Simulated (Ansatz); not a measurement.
Mg2O

The calculation's input:

```
crystal:
  lattice:
    - [3.0773539534, 0.0, 0.0]
    - [-1.5386769767, 2.6650667, 0.0]
    - [0.0, 0.0, 10.102579737]
  atoms:
    - { symbol: Mg, position: [0.0, 0.0, 0.0] }
    - { symbol: Mg, position: [0.3333333333, 0.6666666667, 0.7558961891] }
    - { symbol: Mg, position: [0.6666666667, 0.3333333333, 0.2441038109] }
    - { symbol: Mg, position: [0.0, 0.0, 0.5] }
    - { symbol: O, position: [0.3333333333, 0.6666666667, 0.1204962734] }
    - { symbol: O, position: [0.6666666667, 0.3333333333, 0.8795037266] }
basis:
  ecutwfc: 420
kpoints:
  mp_grid: { grid: [12, 12, 4] }
  band_path:
    path:
      - [[0.0, 0.0, 0.0], [0.5, 0.0, 0.0], [0.33333333, 0.33333333, 0.0], [0.0, 0.0, 0.0], [0.0, 0.0, 0.5], [0.5, 0.0, 0.5], [0.33333333, 0.33333333, 0.5], [0.0, 0.0, 0.5]]
      - [[0.5, 0.0, 0.5], [0.5, 0.0, 0.0]]
      - [[0.33333333, 0.33333333, 0.5], [0.33333333, 0.33333333, 0.0]]
    npoints: 14
hamiltonian:
  xc: pbesol
scf:
  occupations: { method: gaussian, width: 0.1 }
  n_extra_bands: 15
output:
  forces: true
  stress: true
  eigenvalues: true
  populations: true
  dos: { projected: true, de: 0.02, nscf_kmesh: { grid: [15, 15, 5] } }
  bader: true
  write_density: true
  write_potential: true
  elf: true
  volumetric_format: npy
```

Command:

```sh
ansatz run input.yaml --threads 1 --pin off --max-ram 2560MiB --backend cpu --events-out ev --progress --plain --runs-dir out
```

Below, planes, directions and counts refer to the conventional cell (a = 3.08 Å, b = 3.08 Å, c = 10.10 Å, α = 90.00°, β = 90.00°, γ = 120.00°).

Space group P-3m1; a generated structure, not necessarily the stable one; computed pressure about −2 GPa in this cell.

All numbers below come from Ansatz, DFT PBEsol, scalar-relativistic, plane waves, PAW.

Core electrons are frozen (PAW), and the valence fields are smoothed inside the atomic spheres.

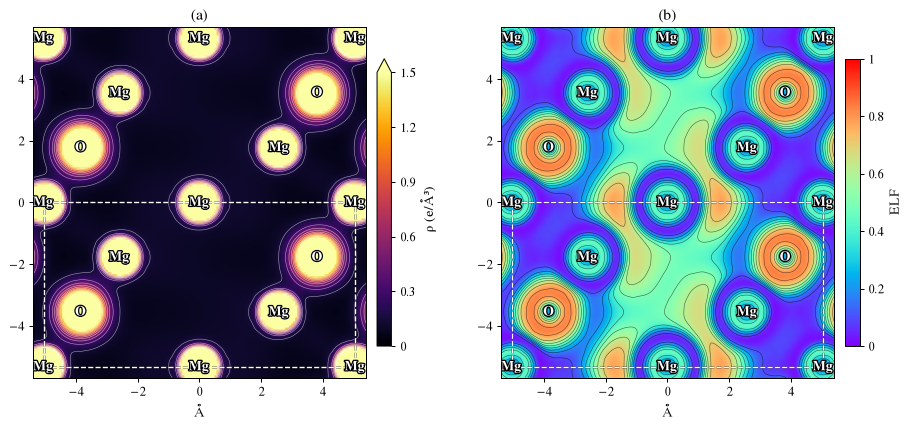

Figure 1. (a) valence charge density (pseudo); (b) ELF on the (110) plane of the conventional cell.

Read the bonding off the picture.

Answer. The section cuts through Mg and O sites.
Mg–O (2.15 Å): ρ is about 0.3 e/Å³ halfway; the ELF peaks at about 0.85 in the valence shell of O, 0.6 Å from its nucleus, and is about 0.35 at the midpoint.
Between the atoms the lowest density in this plane is 0.06 e/Å³.
The ELF has a maximum of about 0.80 in the space between the atoms, 1.8 Å from four Mg atoms, on no atom or two-centre bond.

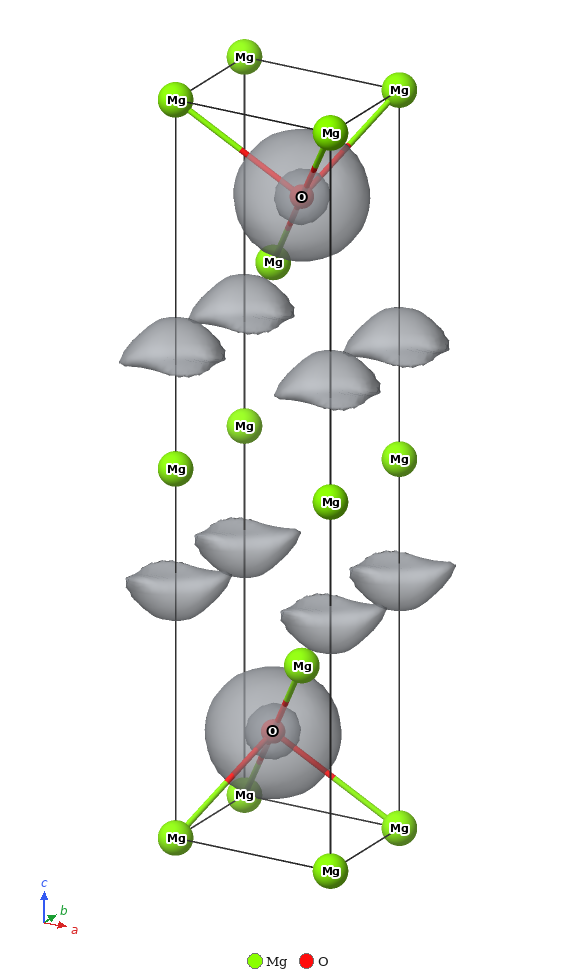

Figure 2. Isosurface of the ELF at 0.7 (grey), seen slightly off an axis. Core shells and regions of very low density are left out. Sticks mark near contacts.

What do the ELF domains correspond to?

Answer. The surface consists of two regions wrapped around O (the valence shell of each) and two pockets between the atoms, centred on no nucleus (multi-centre or interstitial), counted in one cell of 6 atoms. Regions shared between cells count once.

Does the calculation make it a metal, or give it a gap?

Answer. It is metallic or semimetallic at this level of theory: no gap opens.

How much charge does the calculation move between the atoms?

Answer. Electrons move from Mg towards O. Bader charges: Mg −0.29 to +1.71 and O −1.79 e.
